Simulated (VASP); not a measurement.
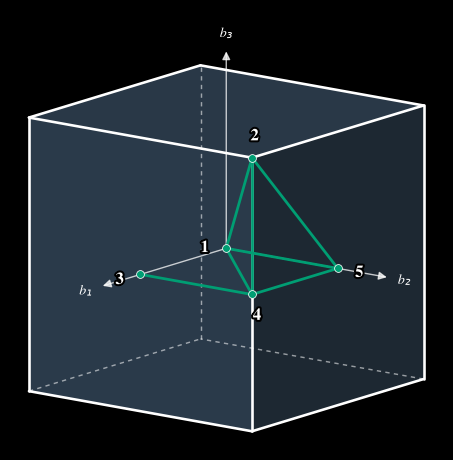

For MgO₂, the end point of a relaxation with VASP, VASP Kohn-Sham DFT of a periodic cell, PBEsol with D3, VASP PAW PBE potentials, recommended: the first Brillouin zone of a simple cubic lattice (cP; extended symbol cP1) is drawn with its special points numbered. Symmetry computed with spglib at a tolerance of 0.002 Å; standard conventional cell.

a = 4.816 Å, b = 4.816 Å, c = 4.816 Å, α = 90.00°, β = 90.00°, γ = 90.00°.

Labels and path follow the convention of Hinuma et al. (2017), as computed by seekpath; the arrows show the directions of the reciprocal primitive vectors b₁, b₂, b₃, in which coordinates are given.

Which special point is each number?

```
no.  label      coordinates
  1      Γ        (0, 0, 0)
  2      R  (1/2, 1/2, 1/2)
  3     X₁      (1/2, 0, 0)
  4      M    (1/2, 1/2, 0)
  5      X      (0, 1/2, 0)
```
